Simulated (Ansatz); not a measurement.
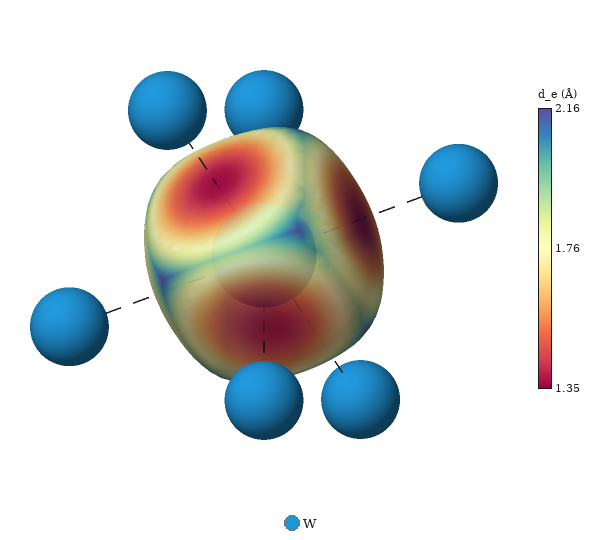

Hirshfeld surface computed for one W atom in W (Pm-3m), coloured by d_e. Dashed lines lead to the closest neighbours outside.

The surface is where the fragment's share of the procrystal density (the sum of the densities of spherically averaged neutral Hartree-Fock atoms) equals one half. d_i and d_e are the distances from the surface to the nearest nucleus inside and outside. From Rb on the atoms have core potentials, so only their outer electrons count.

The cell is taken from the input geometry of an electronic-structure calculation (not necessarily at equilibrium); the starting structure was generated, so it need not be a known form of this composition.

```cif
data_structure
_symmetry_space_group_name_H-M 'Pm-3m'
_symmetry_Int_Tables_number 221
_cell_length_a 2.6501
_cell_length_b 2.6501
_cell_length_c 2.6501
_cell_angle_alpha 90.000
_cell_angle_beta 90.000
_cell_angle_gamma 90.000
_cell_volume 18.61
loop_
_atom_site_label
_atom_site_type_symbol
_atom_site_symmetry_multiplicity
_atom_site_Wyckoff_symbol
_atom_site_fract_x
_atom_site_fract_y
_atom_site_fract_z
_atom_site_occupancy
W1 W 1 a 0.00000 0.00000 0.00000 1
```

What is the shortest distance from the fragment to an atom outside it?

Answer. W–W, 2.65 Å.

How is the surface shared among contacts (nearest atom inside ··· nearest atom outside)?

Answer. W···W 100 %. The surface faces 6 neighbours with more than 2 % of its area each: 6 W.

Give the size and shape of the surface.

Answer. It encloses about 13.1 Å³, has an area of about 28 Å² and a globularity of 0.97 (1 for a sphere).
